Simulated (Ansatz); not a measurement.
## Single-point calculation of GaP

The run: single-point calculation of GaP (2 atoms in the cell). Method and program: DFT, LDA, plane waves, PAW, no spin polarisation (Ansatz 0.2.0).

The structure derives from a Materials Project entry. Some settings of this run were made unusual or wrong on purpose. Figures and captions count atoms from 1; the log counts them from 0 in places.

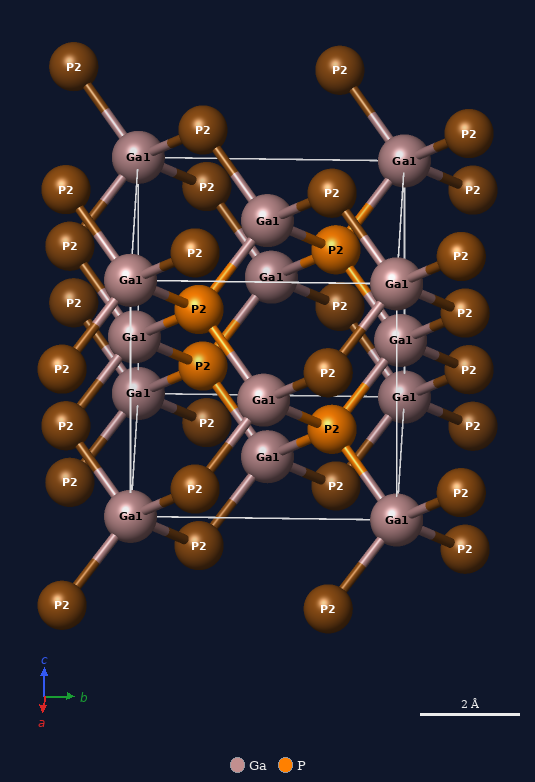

The input geometry (ball-and-stick view of the cell 4 times as large as that of the calculation, set on its symmetry axes, seen at an oblique angle; neighbours outside the cell are drawn fainter; atoms are numbered from 1 in the order of the input). Near neighbours in the crystal (not all of them lie inside the picture): Ga has 4 P at 2.33 Å; P has 4 Ga at 2.33 Å.

### The input
```yaml
crystal:
  lattice:
    - [0.0, 2.6956551201, 2.6956551201]
    - [2.6956551201, 0.0, 2.6956551201]
    - [2.6956551201, 2.6956551201, 0.0]
  atoms:
    - { symbol: Ga, position: [0.0, 0.0, 0.0] }
    - { symbol: P, position: [0.75, 0.75, 0.75] }
basis:
  ecutwfc: 420
kpoints:
  mp_grid: { grid: [8, 8, 8] }
hamiltonian:
  xc: lda
scf:
  occupations: { method: gaussian, width: 0.02 }
  mixing: { algorithm: anderson, beta: 0.005, ndim: 1 }
  max_iter: 50
output:
  forces: true
  eigenvalues: true
  stress: true
```

Hardware: 4 threads of Intel Xeon @ 2.70GHz, 189 GiB of memory available, shared host.

Launch command:
```bash
ansatz run input.yaml --threads 4 --pin off --max-ram 8192MiB --backend cpu --events-out ev --progress --plain --runs-dir out
```

### Log
```
Engine: ansatz 0.2.0, x86_64-unknown-linux-gnu
Pseudopotentials: kind: paw
Pseudopotential: Ga, paw, valence charge 13, recommended cutoff 420 eV (normal), Ga.paw.azcp
Pseudopotential: P, paw, valence charge 5, recommended cutoff 420 eV (normal), P.paw.azcp
Functional definition: SPW92
  exchange = slater_x
  correlation = pw_c
Crystal: 2 atoms, lattice volume = 39.176 Å³
Basis set: ecut = 420 eV, 749 PW (Γ)
Bands: 13, of which v1, the nominal top of the filled ones, is band 9 counted from 1 (8 counted from 0)
Symmetry: 24 space group operations
Space group: F-43m (ITA 216), of the structure as read, at distance tolerance 3.4e-5 Å
k-points: 29 of 512 (time reversal used)
Non-local potential: Ga, projectors of the file, l = 0: 2, l = 1: 2, l = 2: 3, l = 3: 1
Non-local potential: P, projectors of the file, l = 0: 2, l = 1: 2, l = 2: 2
PAW form: soft (Blöchl's): semilocal exchange-correlation on the pseudo side does not see the compensation charge
PAW frozen core: Ga, regenerated for the run's functional, and the local potential with it (the file was generated under x = pbe(κ = 0.804, μ = 0.2195149727645171), c = pbe(β = 0.06672455060314922))
PAW frozen core: P, regenerated for the run's functional, and the local potential with it (the file was generated under x = pbe(κ = 0.804, μ = 0.2195149727645171), c = pbe(β = 0.06672455060314922))
PAW one-centre angular grid: Ga, 590 points (default); XC on 64 Gauss nodes
PAW one-centre angular grid: P, 110 points (default); XC on 64 Gauss nodes
Initial density: superposition of atomic densities (neutral atoms: chi_scale 0, normalization atom), corrected by the library's trained network
Initial wavefunctions: pseudopotential atomic-orbital guess
Functional: x = slater, c = lda
SCF iter   1: F=—  HF=-4433.771591 eV  |F-HF|=—  |Δ(HF+E_count)|=         —  Δρ=6.38e-3  dr2=1.57e-2  ethr=1.77e-3  ⟨swp⟩=6.3  Hψ=2554  notcnv=0
preconditioner: auto → Resta (q_TF=auto, 2.397 Å⁻¹)  ε∞=3.6  [insulator: Δε(μ)=1.372 eV  Ē_g=15.646 eV  σ=0.020 eV  W_gap=1.00  n_scr=14 (ndim 1)  ℏωp=25.2 eV  f_vac=0.009  D(μ)=0.00/eV (n_scr^D=0)  ε∞_Penn≈3.6]
SCF iter   2: F=—  HF=-4433.770459 eV  |F-HF|=—  |Δ(HF+E_count)|=   1.13e-3  Δρ=6.87e-3  dr2=1.58e-2  ethr=8.72e-5  ⟨swp⟩=1.8  Hψ=672  notcnv=0
SCF iter   3: F=—  HF=-4433.770409 eV  |F-HF|=—  |Δ(HF+E_count)|=   5.08e-5  Δρ=6.83e-3  dr2=1.55e-2  ethr=8.72e-5  ⟨swp⟩=1.1  Hψ=381  notcnv=0
SCF iter   4: F=—  HF=-4433.770337 eV  |F-HF|=—  |Δ(HF+E_count)|=   7.19e-5  Δρ=6.79e-3  dr2=1.54e-2  ethr=8.64e-5  ⟨swp⟩=1.2  Hψ=385  notcnv=0
SCF iter   5: F=—  HF=-4433.770284 eV  |F-HF|=—  |Δ(HF+E_count)|=   5.30e-5  Δρ=6.75e-3  dr2=1.52e-2  ethr=8.57e-5  ⟨swp⟩=1.2  Hψ=382  notcnv=0
SCF iter   6: F=—  HF=-4433.770227 eV  |F-HF|=—  |Δ(HF+E_count)|=   5.71e-5  Δρ=6.71e-3  dr2=1.51e-2  ethr=8.44e-5  ⟨swp⟩=1.2  Hψ=389  notcnv=0
SCF iter   7: F=—  HF=-4433.770163 eV  |F-HF|=—  |Δ(HF+E_count)|=   6.40e-5  Δρ=6.67e-3  dr2=1.49e-2  ethr=8.38e-5  ⟨swp⟩=1.3  Hψ=398  notcnv=0
SCF iter   8: F=—  HF=-4433.770099 eV  |F-HF|=—  |Δ(HF+E_count)|=   6.34e-5  Δρ=6.64e-3  dr2=1.47e-2  ethr=8.26e-5  ⟨swp⟩=1.2  Hψ=388  notcnv=0
SCF iter   9: F=—  HF=-4433.770045 eV  |F-HF|=—  |Δ(HF+E_count)|=   5.42e-5  Δρ=6.60e-3  dr2=1.45e-2  ethr=8.18e-5  ⟨swp⟩=1.1  Hψ=381  notcnv=0
SCF iter  10: F=—  HF=-4433.769986 eV  |F-HF|=—  |Δ(HF+E_count)|=   5.90e-5  Δρ=6.56e-3  dr2=1.44e-2  ethr=8.08e-5  ⟨swp⟩=1.2  Hψ=389  notcnv=0
SCF iter  11: F=—  HF=-4433.769932 eV  |F-HF|=—  |Δ(HF+E_count)|=   5.45e-5  Δρ=6.53e-3  dr2=1.42e-2  ethr=7.99e-5  ⟨swp⟩=1.3  Hψ=392  notcnv=0
SCF iter  12: F=—  HF=-4433.769877 eV  |F-HF|=—  |Δ(HF+E_count)|=   5.51e-5  Δρ=6.49e-3  dr2=1.41e-2  ethr=7.90e-5  ⟨swp⟩=1.1  Hψ=382  notcnv=0
SCF iter  13: F=—  HF=-4433.769826 eV  |F-HF|=—  |Δ(HF+E_count)|=   5.07e-5  Δρ=6.45e-3  dr2=1.39e-2  ethr=7.81e-5  ⟨swp⟩=1.2  Hψ=382  notcnv=0
SCF iter  14: F=—  HF=-4433.769772 eV  |F-HF|=—  |Δ(HF+E_count)|=   5.40e-5  Δρ=6.42e-3  dr2=1.37e-2  ethr=7.73e-5  ⟨swp⟩=1.1  Hψ=386  notcnv=0
SCF iter  15: F=—  HF=-4433.769723 eV  |F-HF|=—  |Δ(HF+E_count)|=   4.91e-5  Δρ=6.38e-3  dr2=1.36e-2  ethr=7.64e-5  ⟨swp⟩=1.1  Hψ=382  notcnv=0
SCF iter  16: F=—  HF=-4433.769674 eV  |F-HF|=—  |Δ(HF+E_count)|=   4.85e-5  Δρ=6.35e-3  dr2=1.34e-2  ethr=7.56e-5  ⟨swp⟩=1.1  Hψ=380  notcnv=0
SCF iter  17: F=—  HF=-4433.769622 eV  |F-HF|=—  |Δ(HF+E_count)|=   5.20e-5  Δρ=6.31e-3  dr2=1.33e-2  ethr=7.46e-5  ⟨swp⟩=1.1  Hψ=380  notcnv=0
SCF iter  18: F=—  HF=-4433.769575 eV  |F-HF|=—  |Δ(HF+E_count)|=   4.76e-5  Δρ=6.28e-3  dr2=1.31e-2  ethr=7.39e-5  ⟨swp⟩=1.1  Hψ=379  notcnv=0
SCF iter  19: F=—  HF=-4433.769527 eV  |F-HF|=—  |Δ(HF+E_count)|=   4.75e-5  Δρ=6.24e-3  dr2=1.30e-2  ethr=7.30e-5  ⟨swp⟩=1.1  Hψ=379  notcnv=0
SCF iter  20: F=—  HF=-4433.769481 eV  |F-HF|=—  |Δ(HF+E_count)|=   4.65e-5  Δρ=6.21e-3  dr2=1.29e-2  ethr=7.22e-5  ⟨swp⟩=1.1  Hψ=380  notcnv=0
SCF iter  21: F=—  HF=-4433.769429 eV  |F-HF|=—  |Δ(HF+E_count)|=   5.20e-5  Δρ=6.17e-3  dr2=1.27e-2  ethr=7.14e-5  ⟨swp⟩=1.1  Hψ=382  notcnv=0
SCF iter  22: F=—  HF=-4433.769383 eV  |F-HF|=—  |Δ(HF+E_count)|=   4.59e-5  Δρ=6.14e-3  dr2=1.26e-2  ethr=7.06e-5  ⟨swp⟩=1.1  Hψ=379  notcnv=0
SCF iter  23: F=—  HF=-4433.769338 eV  |F-HF|=—  |Δ(HF+E_count)|=   4.44e-5  Δρ=6.10e-3  dr2=1.24e-2  ethr=6.98e-5  ⟨swp⟩=1.0  Hψ=377  notcnv=0
SCF iter  24: F=—  HF=-4433.769296 eV  |F-HF|=—  |Δ(HF+E_count)|=   4.29e-5  Δρ=6.07e-3  dr2=1.23e-2  ethr=6.91e-5  ⟨swp⟩=1.1  Hψ=380  notcnv=0
SCF iter  25: F=—  HF=-4433.769246 eV  |F-HF|=—  |Δ(HF+E_count)|=   4.94e-5  Δρ=6.04e-3  dr2=1.22e-2  ethr=6.83e-5  ⟨swp⟩=1.2  Hψ=385  notcnv=0
SCF iter  26: F=—  HF=-4433.769202 eV  |F-HF|=—  |Δ(HF+E_count)|=   4.41e-5  Δρ=6.00e-3  dr2=1.20e-2  ethr=6.76e-5  ⟨swp⟩=1.2  Hψ=384  notcnv=0
SCF iter  27: F=—  HF=-4433.769156 eV  |F-HF|=—  |Δ(HF+E_count)|=   4.63e-5  Δρ=5.97e-3  dr2=1.19e-2  ethr=6.67e-5  ⟨swp⟩=1.3  Hψ=386  notcnv=0
SCF iter  28: F=—  HF=-4433.769113 eV  |F-HF|=—  |Δ(HF+E_count)|=   4.29e-5  Δρ=5.94e-3  dr2=1.17e-2  ethr=6.61e-5  ⟨swp⟩=1.2  Hψ=384  notcnv=0
SCF iter  29: F=—  HF=-4433.769073 eV  |F-HF|=—  |Δ(HF+E_count)|=   4.02e-5  Δρ=5.90e-3  dr2=1.16e-2  ethr=6.53e-5  ⟨swp⟩=1.3  Hψ=386  notcnv=0
SCF iter  30: F=—  HF=-4433.769026 eV  |F-HF|=—  |Δ(HF+E_count)|=   4.63e-5  Δρ=5.87e-3  dr2=1.15e-2  ethr=6.46e-5  ⟨swp⟩=1.1  Hψ=380  notcnv=0
SCF iter  31: F=—  HF=-4433.768987 eV  |F-HF|=—  |Δ(HF+E_count)|=   3.98e-5  Δρ=5.84e-3  dr2=1.14e-2  ethr=6.38e-5  ⟨swp⟩=1.0  Hψ=377  notcnv=0
SCF iter  32: F=—  HF=-4433.768931 eV  |F-HF|=—  |Δ(HF+E_count)|=   5.59e-5  Δρ=5.81e-3  dr2=1.12e-2  ethr=5.56e-6  ⟨swp⟩=2.1  Hψ=1447  notcnv=0
Mixer restart at iter 32: flushing history
iteration 32: the SCF's residuals had fallen too slowly under its mixing. It goes on by minimising its free energy, and can end on another state than longer mixing would; under `scf.algorithm: density_mixing` no SCF does so, but by `scf.convergence.dm_fallback`
SCF iter  33: F=—  HF=-4433.765977 eV  |F-HF|=—  |Δ(HF+E_count)|=   2.95e-3  Δρ=1.36e-3  dr2=6.79e-4  ethr=5.56e-6  ⟨swp⟩=3.4  Hψ=3840  notcnv=0
SCF iter  34: F=—  HF=-4433.765550 eV  |F-HF|=—  |Δ(HF+E_count)|=   4.27e-4  Δρ=1.29e-4  dr2=9.68e-6  ethr=3.77e-6  ⟨swp⟩=3.3  Hψ=2072  notcnv=0
SCF iter  35: F=-4433.765545 eV  HF=-4433.765545 eV  |F-HF|=7.61e-10  |Δ(HF+E_count)|=   4.89e-6  Δρ=2.24e-6  dr2=1.89e-9  ethr=5.56e-10  ⟨swp⟩=5.0  Hψ=1922  notcnv=0
SCF iter  36: F=-4433.765545 eV  HF=-4433.765545 eV  |F-HF|=7.56e-10  |Δ(HF+E_count)|=  4.37e-11  Δρ=2.23e-6  dr2=1.89e-9  ethr=1.05e-11  ⟨swp⟩=2.4  Hψ=1508  notcnv=0
SCF 1 converged in 36 iterations: F = -4433.765545 eV  dr2 = 1.89e-9
  greatest PAW one-centre occupation: 0.994 electrons in one spin orbital (limit 2), on the Ga atom at site 0 (counted from 0), in its partial waves of l = 2
```

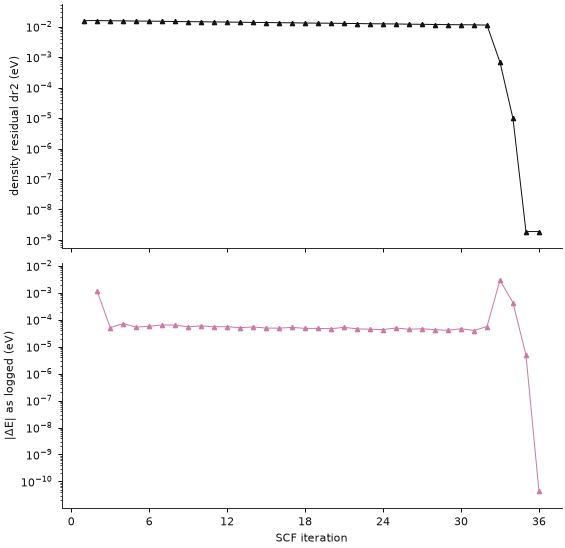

Convergence of the self-consistent field: density residual dr2 and size of the energy change against the SCF iteration. The residual lingers near 0.015 from about step 1 to 32 before it falls again.

```
SCF converged after 36 iterations
Free energy (F): -4433.765545 eV
Harris-Foulkes:  -4433.765545 eV  (|F-HF|=7.56e-10)
Internal energy: -4433.765545 eV  (E = F + TS)
E sigma→0 (E₀):  -4433.765545 eV
Fermi energy:    7.976920 eV
--- Per-component energies (eV) ---
  E_band       = -58.363209
  E_kinetic    = 187.693140
  E_local      = -2183.885778  (includes V_loc(G=0)·N_el)
  E_nonlocal   = 462.042737
  E_hartree    = 1009.030030
  E_xc         = -130.660411
  E_vxc        = -120.347815  (∫ρ·V_xc dr)
  E_paw        = -2452.774845  (= ΣΔE_a)
  E_vpaw       = -421.924815  (= ΣTr[D̂ρ^β])
  E_aug_tail   = -0.000127  (compensation charges beyond the density's cutoff)
  E_ewald      = -1327.056123
  E_core_change = 1.845831  (= ΣΔE_core)
  E_smearing   = -0.000000  (= −TS)
  E_closure    = -0.000000  (closes the sum)
  Σ components = -4433.765545   (vs F -4433.765545, Δ=0.00e0)
--- Forces (eV/Å), atoms counted from 1 ---
  atom   1  Ga    -0.00000000     0.00000000     0.00000000
  atom   2  P      0.00000000    -0.00000000     0.00000000
  max |Σ_I F_I| component: 9.25e-17 eV/Å
--- Stress (GPa, compression-positive) ---
       -0.005114       0.000000       0.000000
        0.000000      -0.005114       0.000000
       -0.000000       0.000000      -0.005114
  P = ⅓ Tr σ = -0.0051 GPa (-0.051 kbar)
--- Band table (eV; the first three rows and the last of 29) ---
  k-point 0: bands = ["-7.4821", "-7.4821", "-7.4821", "-7.3736", "-7.3736", "-5.5087", "7.2616", "7.2616", "7.2616", "9.1425", "11.0385", "11.0385", "11.0385"]
  k-point 1: bands = ["-7.4970", "-7.4769", "-7.4769", "-7.3737", "-7.3737", "-5.2976", "5.5792", "7.0151", "7.0151", "9.7184", "11.4058", "11.4058", "11.6761"]
  k-point 2: bands = ["-7.5295", "-7.4659", "-7.4659", "-7.3723", "-7.3723", "-4.6975", "3.2511", "6.5579", "6.5579", "9.3631", "11.9248", "11.9248", "13.6086"]
  k-point 28: bands = ["-7.5862", "-7.4403", "-7.4167", "-7.3909", "-7.3641", "-2.2470", "0.4738", "3.4834", "3.6264", "11.8600", "12.1655", "13.2566", "13.3182"]
```

### Outcome

| quantity | value |
| --- | --- |
| outcome | converged |
| space group (tolerance 0.01 Å) | F-43m (216) |
| electrons treated | 18 |
| free energy | −4433.7655 eV |
| Fermi energy | 7.977 eV |
| gap on the k-point mesh | 1.43 eV |
| pressure | −0.01 GPa |
| largest force (length of the vector) | under 0.001 eV/Å |
| wall time | 3.1 s (CPU time 9.6 s) |
| peak memory | 0.36 GiB |

### Diagnosis

A setting was made wrong on purpose: mixing far too weak (`scf.mixing`). So small a step barely moves the density in each iteration. The program still converged, but the numbers can't be taken as results for the intended system.
